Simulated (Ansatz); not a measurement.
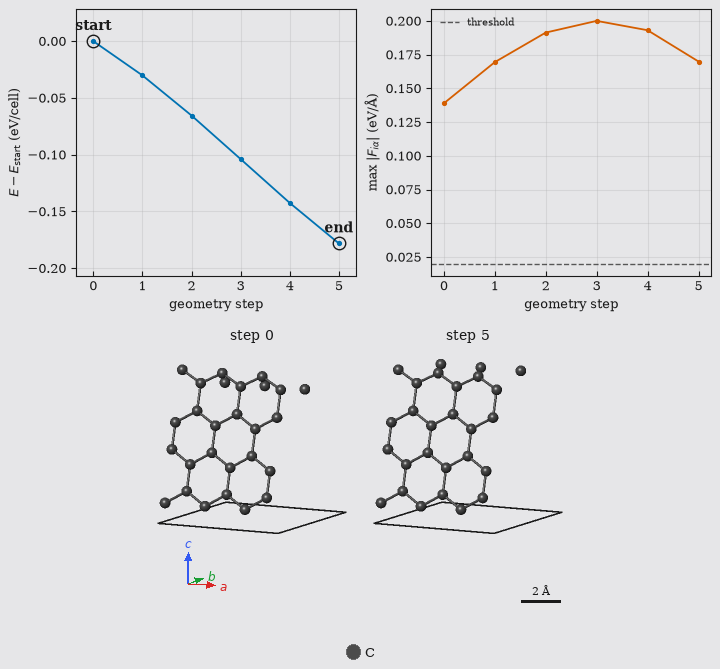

First and last geometry of a constrained relaxation of a slab of composition C (cut from the P6/mmm phase), with the history of the run. The picture is a ball-and-stick view of the 3 × 1 repeat of the cell, outlined in the plane, without the vacuum, seen slightly off an axis.

Case: C over the place (3/6, 2/6) of the surface cell, its height relaxed. The slab is the (1 0 1) face of C with C on it. 8 atoms are held fixed.

These are results of Ansatz 0.2.0, DFT PBEsol, scalar-relativistic, plane waves, PAW, not measurements.

Input file:
```yaml
crystal:
  lattice:
    - [2.4588140226, 0.0, 0.0]
    - [-1.2294070113, 8.7848638378, 0.0]
    - [0.0, 0.0, 25.8863084286]
  atoms:
    - { symbol: C, position: [0.039169795, 0.0783395899, 0.3283589092] }
    - { symbol: C, position: [0.5489622436, 0.0979244873, 0.3549610354] }
    - { symbol: C, position: [0.5685471411, 0.1370942823, 0.4081652878] }
    - { symbol: C, position: [0.0783395899, 0.1566791797, 0.4347674139] }
    - { symbol: C, position: [0.0983391528, 0.1966795219, 0.4884477367] }
    - { symbol: C, position: [0.6080958882, 0.2161929013, 0.5144630978] }
    - { symbol: C, position: [0.6288531168, 0.2577114228, 0.5695621573] }
    - { symbol: C, position: [0.1376152981, 0.275236241, 0.5927073799] }
    - { symbol: C, position: [0.6376152981, 0.6085695743, 0.5556221384] }
basis:
  ecutwfc: 420
kpoints:
  mp_grid: { grid: [12, 4, 1] }
hamiltonian:
  xc: pbesol
scf:
  occupations: { method: gaussian, width: 0.1 }
output:
  forces: true
  eigenvalues: true
  write_density: true
  write_potential: true
  elf: true
  volumetric_format: npy
relax:
  adjacent_minimum: "off"
  f_tol: 0.02
  max_steps: 25
  constraints: [{ sites: [0, 1, 2, 3, 4, 5, 6, 7] }, { site: 8, fix: xy }]
efield:
  axis: 3
  dipole_correction: true
  ramp_width: 0.04
```

Command:
```bash
ansatz run input.yaml --threads 2 --pin off --max-ram 5120MiB --backend cpu --events-out ev --progress --plain --runs-dir out
```

Q: Did the run converge, and what did it change?

A: The run was cut off at its time limit before the relaxation converged, so the last structure is only a point on the way. Over 5 geometry steps the energy falls by 0.178 eV per cell of the calculation. The largest force component goes from 0.14 to 0.17 eV/Å. C9 moves most: 0.98 Å along the normal (+c). The lattice vectors keep their values.

```
step  E − E(0), meV/atom  largest force component, eV/Å
   0                0.00                         0.1389
   1               -3.35                         0.1694
   2               -7.28                         0.1913
   3              -11.55                         0.2000
   4              -15.84                         0.1931
   5              -19.80                         0.1699
```

Limits of the set-up: the periodic images lie only 2.5 Å apart, so the values are limited by the cell's size.
